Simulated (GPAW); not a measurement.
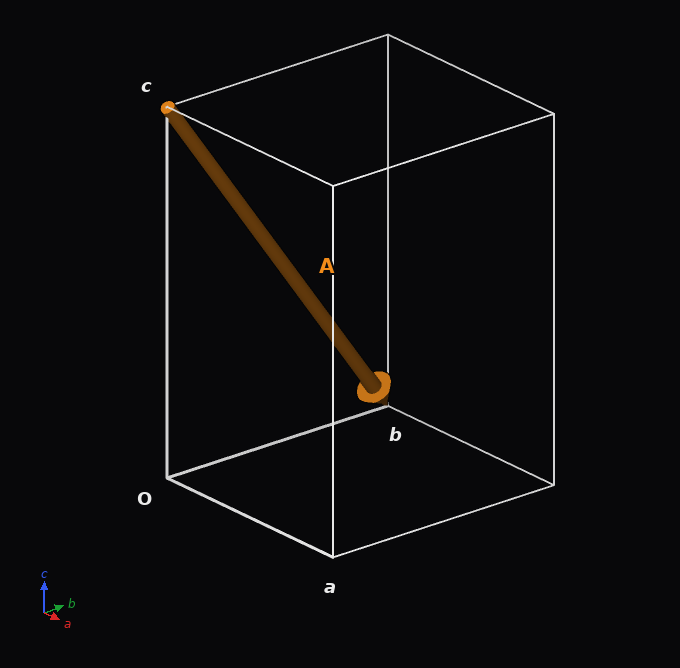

The arrow starts at a corner of the unit cell and ends on its surface; where a tip isn't a corner, dashed lines run from it parallel to the axes. Crystal: TaN, an entry of the Crystallography Open Database, as set up for an electronic-structure calculation. Symmetry computed with spglib at a tolerance of 0.002 Å; standard conventional cell.

a = 2.938 Å, b = 2.938 Å, c = 2.883 Å, α = 90.00°, β = 90.00°, γ = 120.00°.

Give [uvw] of the arrow.

Answer. Arrow A runs from (0, 0, 1) to (0, 1, 0), so [0 1 −1], in four indices [−1 2 −1 −3].

How long is the vector ua + vb + wc?

Answer. 4.116 Å.
